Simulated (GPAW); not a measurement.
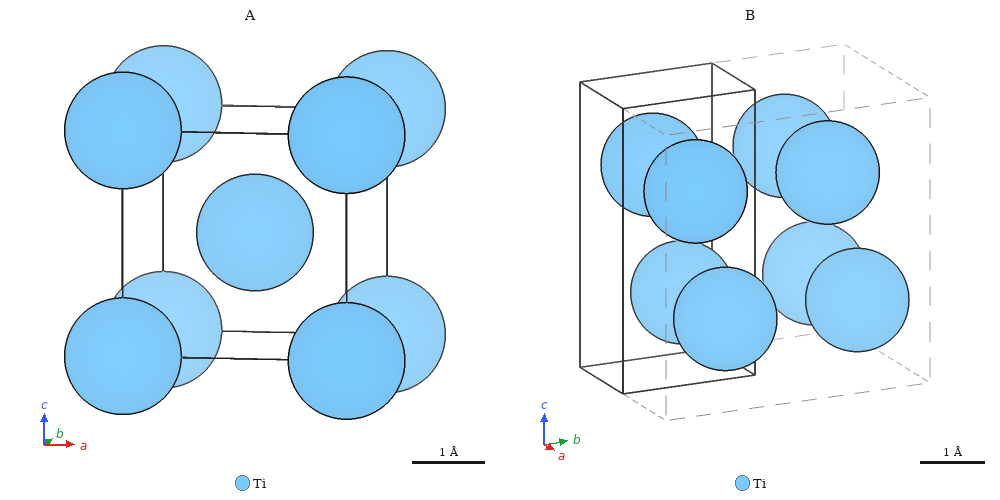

Two structures of Ti, each relaxed (cell and atoms) at zero pressure; conventional cells in solid outline, small ones repeated, each panel with its own scale. Alike in all runs: GPAW 26.7.0; functional PBEsol; dispersion D4; potentials PAW data sets generated in the run's folder for this functional; cutoff 600 eV; occupations fermi-dirac, width 0.05 eV; no spin polarisation; no spin-orbit coupling. The k meshes have like spacings.

Give the type and space group of each panel.

Answer. A: body-centred cubic (W type), Im-3m; B: hexagonal close-packed (Mg type), P6₃/mmc.

Rank them by energy, lowest first.

Answer. B, then A (+106 meV/atom), static energies at zero smearing.

Collect the results in a table.

Answer.
| panel | space group | E − E(lowest) (meV/atom) | volume (Å³/atom) |
| --- | --- | --- | --- |
| B | P6₃/mmc | 0 | 16.5 |
| A | Im-3m | 106 | 16.3 |

The starts are database entries or structure types tried for this composition, and the most stable form need not be among them.

Caveat: later steps reuse the first step's grids.
